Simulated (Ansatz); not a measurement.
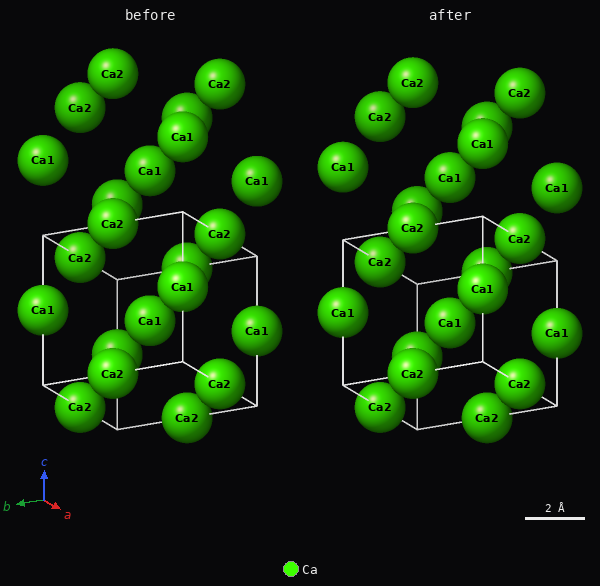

Left: solid Ca. Right: the same structure after one change, at the same scale. A spheres-only model of the conventional cell (2 times the calculation's cell), repeated 1 × 1 × 2 with one cell outlined, seen from a free direction. Lengths and directions refer to the drawn axes.

All numbers below come from DFT PBEsol, scalar-relativistic, plane waves, PAW (Ansatz 0.2.0). Settings: plane-wave cutoff 420 eV; k-point mesh 12 × 12 × 8; occupations gaussian; smearing width 0.1 eV; no spin polarisation.

> Which change leads from the left to the right?

Strain along c alone, −3.0 %, is applied. Symmetry leaves the atoms no freedom, so this is a single point.

> What does the change do?

Near-neighbour distances before and after: Ca–Ca 3.856 → 3.797 to 3.858 Å. The space group (tolerance 0.01 Å) goes from Fm-3m (No. 225) to I4/mmm (No. 139). Energy change: +2.2 meV per atom. The pressure goes from 0.0 to 0.6 GPa. All forces vanish by symmetry.
